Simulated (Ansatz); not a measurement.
System: Al, space group R-3m (No. 166).

Starting cell:
```
CELL_PARAMETERS angstrom
2.85325 -0.08877 -0.13728
-1.34657 2.51734 0.12063
-1.11998 -0.94074 7.09435
ATOMIC_POSITIONS crystal
Al 0.55499 0.77750 0.33231
Al 0.44501 0.22250 0.66769
Al 0.00000 0.00000 0.00000
```

How it was computed, with Ansatz 0.2.0: harmonic phonon frequencies at the zone centre with atoms at rest in the given cell, without the long-range term of polar modes, the three translations left out, imaginary frequencies are negative; plane waves with PAW datasets, Γ-centred k mesh. Level: PBE, no spin polarisation.

wave cutoff 420 eV; k mesh 18×18×8; occupations Fermi–Dirac; smearing width 0.15 eV; pressure 0 GPa; phonon method linear response.

Predict the zone-centre optical phonon frequencies (the three acoustic modes are left out).

No frequency is imaginary, so the structure is stable to these displacements (zone-boundary modes weren't tested here). The highest mode lies at 272.9 cm⁻¹. The optical modes lie at 109.9 (×2), 118.1 (×2), 264.9, 272.9 cm⁻¹.

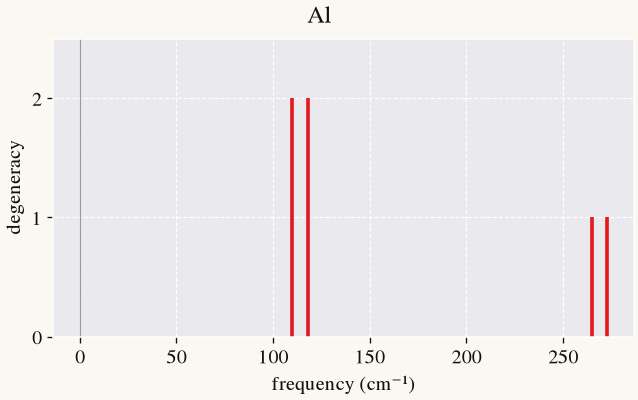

Keep in mind: metal sensitive to the k mesh.
